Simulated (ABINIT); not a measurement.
## Geometry relaxation, with input and output: SiC (part 2 of 2)

Continued. System: SiC (F-43m, 2 atoms in the cell). Method: Kohn-Sham DFT of a periodic cell, PBEsol, JTH PAW PBE v2.0, no spin polarisation (ABINIT 10.8.3); cutoff 517.02 eV, 8×8×8 k-mesh, fermi-dirac of 0.05 eV. The structure derives from an entry of the Crystallography Open Database.

Geometry of the input (Å; fractional positions):
```
0.0000  2.1790  2.1790
2.1790  0.0000  2.1790
2.1790  2.1790  0.0000
Si 0.0000  0.0000  0.0000
C  0.7500  0.7500  0.7500
```

## Log, continued
```
 Cartesian components of stress tensor (hartree/bohr^3)
  sigma(1 1)=  6.44301732E-06  sigma(3 2)=  0.00000000E+00
  sigma(2 2)=  6.44301732E-06  sigma(3 1)=  0.00000000E+00
  sigma(3 3)=  6.44301732E-06  sigma(2 1)=  0.00000000E+00

--- !ResultsGS
iteration_state: {dtset: 1, itime: 2, icycle: 1, }
comment   : Summary of ground state results
lattice_vectors:
- [  0.0000000,   4.1152659,   4.1152659, ]
- [  4.1152659,   0.0000000,   4.1152659, ]
- [  4.1152659,   4.1152659,   0.0000000, ]
lattice_lengths: [   5.81986,    5.81986,    5.81986, ]
lattice_angles: [ 60.000,  60.000,  60.000, ] # degrees, (23, 13, 12)
lattice_volume:   1.3938746E+02
convergence: {deltae: -9.878E-12, res2:  8.146E-11, residm:  7.055E-11, diffor: null, }
etotal    :  -9.72875390E+00
entropy   :   0.00000000E+00
fermie    :   3.06529782E-01
cartesian_stress_tensor: # hartree/bohr^3
- [  6.44301732E-06,   0.00000000E+00,   0.00000000E+00, ]
- [  0.00000000E+00,   6.44301732E-06,   0.00000000E+00, ]
- [  0.00000000E+00,   0.00000000E+00,   6.44301732E-06, ]
pressure_GPa:  -1.8956E-01
xred      :
- [  0.0000E+00,   0.0000E+00,   0.0000E+00, Si]
- [  7.5000E-01,   7.5000E-01,   7.5000E-01,  C]
cartesian_forces: # hartree/bohr
- [ -3.27153249E-29,  -3.27153249E-29,   9.81459746E-29, ]
- [  3.27153249E-29,   3.27153249E-29,  -9.81459746E-29, ]
force_length_stats: {min:   1.08504458E-28, max:   1.08504458E-28, mean:   1.08504458E-28, }
...

 Integrated electronic density in atomic spheres:
 ------------------------------------------------
 Atom  Sphere_radius  Integrated_density
    1        1.90945          1.68905297
    2        1.50737          2.54859713

---OUTPUT-----------------------------------------------------------------------

 Cartesian coordinates (xcart) [bohr]
  0.00000000000000E+00  0.00000000000000E+00  0.00000000000000E+00
  6.17289886278239E+00  6.17289886278239E+00  6.17289886278239E+00
 Reduced coordinates (xred)
  0.00000000000000E+00  0.00000000000000E+00  0.00000000000000E+00
  7.50000000000000E-01  7.50000000000000E-01  7.50000000000000E-01
 Cartesian forces (fcart) [Ha/bohr]; max,rms= 9.81460E-29 6.26451E-29 (free atoms)
 -3.27153248782618E-29 -3.27153248782618E-29  9.81459746347855E-29
  3.27153248782618E-29  3.27153248782618E-29 -9.81459746347855E-29
 Gradient of E wrt nuclear positions in reduced coordinates (gred)
 -2.69264522315439E-28 -2.69264522315439E-28  2.69264522315439E-28
  2.69264522315439E-28  2.69264522315439E-28 -2.69264522315439E-28
 Scale of Primitive Cell (acell) [bohr]
  5.81986486060288E+00  5.81986486060288E+00  5.81986486060288E+00
 Real space primitive translations (rprimd) [bohr]
  0.00000000000000E+00  4.11526590852159E+00  4.11526590852159E+00
  4.11526590852159E+00  0.00000000000000E+00  4.11526590852159E+00
  4.11526590852159E+00  4.11526590852159E+00  0.00000000000000E+00
 Unitary Cell Volume (ucvol) [Bohr^3]=  1.39387459628755E+02
 Angles (23,13,12)= [degrees]
  6.00000000000000E+01  6.00000000000000E+01  6.00000000000000E+01
 Lengths [Bohr]
  5.81986486060288E+00  5.81986486060288E+00  5.81986486060288E+00
 Stress tensor in cartesian coordinates (strten) [Ha/bohr^3]
  6.44301731546207E-06  0.00000000000000E+00  0.00000000000000E+00
  0.00000000000000E+00  6.44301731546294E-06  0.00000000000000E+00
  0.00000000000000E+00  0.00000000000000E+00  6.44301731546251E-06
 Total energy (etotal) [Ha]= -9.72875390447255E+00

 Difference of energy with previous step (new-old):
           Absolute (Ha)=-3.26794E-06
           Relative     =-3.35906E-07

--- Iteration: ( 3/50) Internal Cycle: (1/1)
--------------------------------------------------------------------------------

---SELF-CONSISTENT-FIELD CONVERGENCE--------------------------------------------

--- !BeginCycle
iteration_state: {dtset: 1, itime: 3, icycle: 1, }
solver: {iscf: 17, nstep: 80, nline: 4, wfoptalg: 10, }
tolerances: {tolvrs: 1.00E-10, }
...

     iter   Etot(hartree)      deltaE(h)  residm     nres2
 ETOT  1  -9.7287549100131    -9.729E+00 1.831E-06 4.056E-04
 ETOT  2  -9.7287543679170     5.421E-07 1.439E-08 4.459E-05
 ETOT  3  -9.7287542870349     8.088E-08 4.198E-09 1.594E-06
 ETOT  4  -9.7287542878603    -8.255E-10 6.433E-10 9.822E-08
 ETOT  5  -9.7287542880087    -1.484E-10 5.017E-11 7.945E-09
 ETOT  6  -9.7287542880258    -1.708E-11 2.949E-11 2.097E-10
 ETOT  7  -9.7287542880277    -1.949E-12 1.114E-11 2.098E-11

 At SCF step    7       nres2   =  2.10E-11 < tolvrs=  1.00E-10 =>converged.

 Cartesian components of stress tensor (hartree/bohr^3)
  sigma(1 1)= -2.18790259E-08  sigma(3 2)=  0.00000000E+00
  sigma(2 2)= -2.18790259E-08  sigma(3 1)=  0.00000000E+00
  sigma(3 3)= -2.18790259E-08  sigma(2 1)=  0.00000000E+00

--- !ResultsGS
iteration_state: {dtset: 1, itime: 3, icycle: 1, }
comment   : Summary of ground state results
lattice_vectors:
- [  0.0000000,   4.1140895,   4.1140895, ]
- [  4.1140895,   0.0000000,   4.1140895, ]
- [  4.1140895,   4.1140895,   0.0000000, ]
lattice_lengths: [   5.81820,    5.81820,    5.81820, ]
lattice_angles: [ 60.000,  60.000,  60.000, ] # degrees, (23, 13, 12)
lattice_volume:   1.3926796E+02
convergence: {deltae: -1.949E-12, res2:  2.098E-11, residm:  1.114E-11, diffor: null, }
etotal    :  -9.72875429E+00
entropy   :   0.00000000E+00
fermie    :   3.06859172E-01
cartesian_stress_tensor: # hartree/bohr^3
- [ -2.18790259E-08,   0.00000000E+00,   0.00000000E+00, ]
- [  0.00000000E+00,  -2.18790259E-08,   0.00000000E+00, ]
- [  0.00000000E+00,   0.00000000E+00,  -2.18790259E-08, ]
pressure_GPa:   6.4370E-04
xred      :
- [  1.7636E-29,   1.7636E-29,  -2.9393E-29, Si]
- [  7.5000E-01,   7.5000E-01,   7.5000E-01,  C]
cartesian_forces: # hartree/bohr
- [ -2.45435098E-29,  -2.45435098E-29,   7.36305293E-29, ]
- [  2.45435098E-29,   2.45435098E-29,  -7.36305293E-29, ]
force_length_stats: {min:   8.14016129E-29, max:   8.14016129E-29, mean:   8.14016129E-29, }
...

 Integrated electronic density in atomic spheres:
 ------------------------------------------------
 Atom  Sphere_radius  Integrated_density
    1        1.90945          1.68842865
    2        1.50737          2.54807138

---OUTPUT-----------------------------------------------------------------------

 Cartesian coordinates (xcart) [bohr]
 -4.83699064720833E-29 -4.83699064720833E-29  1.45109719416250E-28
  6.17113425621317E+00  6.17113425621317E+00  6.17113425621317E+00
 Reduced coordinates (xred)
  1.76357027806702E-29  1.76357027806702E-29 -2.93928379677836E-29
  7.50000000000000E-01  7.50000000000000E-01  7.50000000000000E-01
 Cartesian forces (fcart) [Ha/bohr]; max,rms= 7.36305E-29 4.69972E-29 (free atoms)
 -2.45435097526749E-29 -2.45435097526749E-29  7.36305292580248E-29
  2.45435097526749E-29  2.45435097526749E-29 -7.36305292580248E-29
 Gradient of E wrt nuclear positions in reduced coordinates (gred)
 -2.01948391736579E-28 -2.01948391736579E-28  2.01948391736579E-28
  2.01948391736579E-28  2.01948391736579E-28 -2.01948391736579E-28
 Scale of Primitive Cell (acell) [bohr]
  5.81820117357458E+00  5.81820117357458E+00  5.81820117357458E+00
 Real space primitive translations (rprimd) [bohr]
  0.00000000000000E+00  4.11408950414211E+00  4.11408950414211E+00
  4.11408950414211E+00  0.00000000000000E+00  4.11408950414211E+00
  4.11408950414211E+00  4.11408950414211E+00  0.00000000000000E+00
 Unitary Cell Volume (ucvol) [Bohr^3]=  1.39267956429228E+02
 Angles (23,13,12)= [degrees]
  6.00000000000000E+01  6.00000000000000E+01  6.00000000000000E+01
 Lengths [Bohr]
  5.81820117357458E+00  5.81820117357458E+00  5.81820117357458E+00
 Stress tensor in cartesian coordinates (strten) [Ha/bohr^3]
 -2.18790258800852E-08  0.00000000000000E+00  0.00000000000000E+00
  0.00000000000000E+00 -2.18790258800852E-08  0.00000000000000E+00
  0.00000000000000E+00  0.00000000000000E+00 -2.18790258805189E-08
 Total energy (etotal) [Ha]= -9.72875428802775E+00

 Difference of energy with previous step (new-old):
           Absolute (Ha)=-3.83555E-07
           Relative     =-3.94249E-08

 At Broyd/MD step   3, gradients are converged :
  max grad (force/stress) = 2.1879E-06 < tolmxf= 2.0000E-05 ha/bohr (free atoms)

================================================================================

 ----iterations are completed or convergence reached----

 Mean square residual over all n,k,spin=   15.671E-14; max=  11.144E-12
 reduced coordinates (array xred) for    2 atoms
       0.000000000000      0.000000000000     -0.000000000000
       0.750000000000      0.750000000000      0.750000000000
 rms dE/dt=  2.1287E-28; max dE/dt=  2.6926E-28; dE/dt below (all hartree)
    1      -0.000000000000     -0.000000000000      0.000000000000
    2       0.000000000000      0.000000000000     -0.000000000000

 cartesian coordinates (angstrom) at end:
    1     -0.00000000000000    -0.00000000000000     0.00000000000000
    2      3.26562361159541     3.26562361159541     3.26562361159541

 cartesian forces (hartree/bohr) at end:
    1     -0.00000000000000    -0.00000000000000     0.00000000000000
    2      0.00000000000000     0.00000000000000    -0.00000000000000
 frms,max,avg= 4.6997243E-29 7.3630529E-29   0.000E+00  0.000E+00  0.000E+00 h/b

 cartesian forces (eV/Angstrom) at end:
    1     -0.00000000000000    -0.00000000000000     0.00000000000000
    2      0.00000000000000     0.00000000000000    -0.00000000000000
 frms,max,avg= 2.4166954E-27 3.7862340E-27   0.000E+00  0.000E+00  0.000E+00 e/A
 length scales=  5.818201173575  5.818201173575  5.818201173575 bohr
              =  3.078859467416  3.078859467416  3.078859467416 angstroms
 Fermi (or HOMO) energy (hartree) =   0.30686   Average Vxc (hartree)=  -0.42711
 Eigenvalues (hartree) for nkpt=  29  k points:
 kpt#   1, nband=  8, wtk=  0.00195, kpt=  0.0000  0.0000  0.0000 (reduced coord)
  -0.28468    0.28392    0.28392    0.28392    0.51067    0.54961    0.54961    0.54961
      occupation numbers for kpt#   1
   2.00000    1.99999    1.99999    1.99999    0.00000    0.00000    0.00000    0.00000
 prteigrs : prtvol=0 or 1, do not print more k-points.

--- !EnergyTerms
iteration_state     : {dtset: 1, itime: 3, icycle: 1, }
comment             : Components of total free energy in Hartree
kinetic             :  5.06001455368081E+00
hartree             :  1.15265928054735E+00
xc                  : -4.57875633848491E+00
Ewald energy        : -1.04748290745125E+01
psp_core            :  5.23109593153198E-01
local_psp           : -3.98231989291302E+00
PAW spherical_terms :  2.57136940551106E+00
internal            : -9.72875247301805E+00
'-kT*entropy'       : -2.78881538986956E-09
total_energy        : -9.72875247580686E+00
total_energy_eV     : -2.64732841310724E+02
...

--- !EnergyTermsDC
iteration_state     : {dtset: 1, itime: 3, icycle: 1, }
comment             : '"Double-counting" decomposition of free energy'
band_energy         :  5.25214453631891E-01
Ewald energy        : -1.04748290745125E+01
psp_core            :  5.23109593153198E-01
xc_dc               : -1.68008933439726E+00
PAW spherical_terms :  1.37784007688578E+00
internal            : -9.72875428523893E+00
'-kT*entropy'       : -2.78881538986956E-09
total_energy_dc     : -9.72875428802775E+00
total_energy_dc_eV  : -2.64732890623767E+02
...

--- !EnergyTermsWithPAWCore
iteration_state     : {dtset: 1, itime: 3, icycle: 1, }
comment             : 'Components of total free energy, including PAW core contributions'
Total energy        : -3.27476790514570E+02
Total energy DC     : -3.27476792326791E+02
Total energy (eV)   : -8.91109743328616E+03
Total energy DC (eV): -8.91109748259921E+03
...

 Cartesian components of stress tensor (hartree/bohr^3)
  sigma(1 1)= -2.18790259E-08  sigma(3 2)=  0.00000000E+00
  sigma(2 2)= -2.18790259E-08  sigma(3 1)=  0.00000000E+00
  sigma(3 3)= -2.18790259E-08  sigma(2 1)=  0.00000000E+00

-Cartesian components of stress tensor (GPa)         [Pressure=  6.4370E-04 GPa]
- sigma(1 1)= -6.43703165E-04  sigma(3 2)=  0.00000000E+00
- sigma(2 2)= -6.43703165E-04  sigma(3 1)=  0.00000000E+00
- sigma(3 3)= -6.43703165E-04  sigma(2 1)=  0.00000000E+00

== END DATASET(S) ==============================================================
================================================================================

 -outvars: echo values of variables after computation  --------
            acell      5.8182011736E+00  5.8182011736E+00  5.8182011736E+00 Bohr
           etotal     -9.7287542880E+00
            fcart     -2.4543509753E-29 -2.4543509753E-29  7.3630529258E-29
                       2.4543509753E-29  2.4543509753E-29 -7.3630529258E-29
            rprim      0.0000000000E+00  7.0710678119E-01  7.0710678119E-01
                       7.0710678119E-01  0.0000000000E+00  7.0710678119E-01
                       7.0710678119E-01  7.0710678119E-01  0.0000000000E+00
           strten     -2.1879025880E-08 -2.1879025880E-08 -2.1879025881E-08
                       0.0000000000E+00  0.0000000000E+00  0.0000000000E+00
           xangst     -2.5596252181E-29 -2.5596252181E-29  7.6788756544E-29
                       3.2656236116E+00  3.2656236116E+00  3.2656236116E+00
             xred      1.7635702781E-29  1.7635702781E-29 -2.9392837968E-29
                       7.5000000000E-01  7.5000000000E-01  7.5000000000E-01
 Calculation completed.
```

## Trajectory as extended XYZ (Å, eV, eV/Å), 3 frames, from step=0 to step=2
```
2
Lattice="0.0000 2.1790 2.1790 2.1790 0.0000 2.1790 2.1790 2.1790 0.0000" Properties=species:S:1:pos:R:3:forces:R:3 step=0 energy=-264.73279
Si    0.0000    0.0000    0.0000    0.0000   0.0000   0.0000
C     3.2685    3.2685    3.2685    0.0000   0.0000   0.0000
2
Lattice="0.0000 2.1777 2.1777 2.1777 0.0000 2.1777 2.1777 2.1777 0.0000" Properties=species:S:1:pos:R:3:forces:R:3 step=1 energy=-264.73288
Si    0.0000    0.0000    0.0000    0.0000   0.0000   0.0000
C     3.2666    3.2666    3.2666    0.0000   0.0000   0.0000
2
Lattice="0.0000 2.1771 2.1771 2.1771 0.0000 2.1771 2.1771 2.1771 0.0000" Properties=species:S:1:pos:R:3:forces:R:3 step=2 energy=-264.73289
Si    0.0000    0.0000    0.0000    0.0000   0.0000   0.0000
C     3.2656    3.2656    3.2656    0.0000   0.0000   0.0000
```

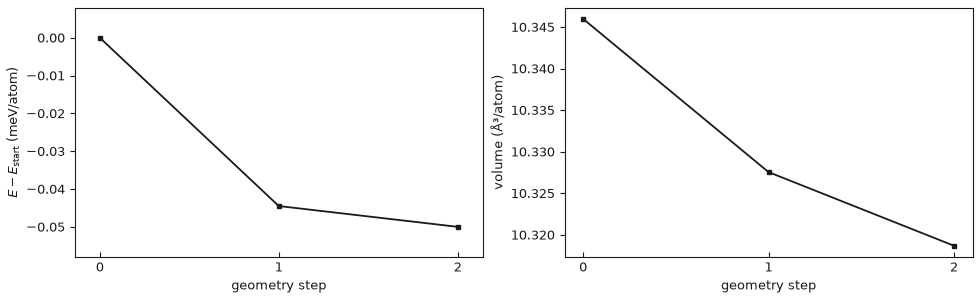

**Figure 1.** Progress of the relaxation, step by step (steps are counted from 0). No atom moves by more than 0.005 Å relative to the cell. Over 2 geometry steps the energy falls by next to nothing (0.0 meV per atom). All forces vanish by symmetry, so only the cell relaxes.

## Summary

```csv
quantity,value
outcome,converged
space group (tolerance 0.01 Å),F-43m (216)
electrons treated,8
free energy,−264.7329 eV
Fermi energy,8.350 eV
gap on the k-point mesh,1.24 eV
pressure,0.00 GPa
final volume,20.64 Å³
largest force (length of the vector) at the end,under 0.001 eV/Å
final cell,"a = 3.079 Å, b = 3.079 Å, c = 3.079 Å, α = 60.00°, β = 60.00°, γ = 60.00°"
hardware,"1 thread of Arm Neoverse V1, 24 GiB of memory available, shared host"
wall time,27 s
peak memory,0.08 GiB
```
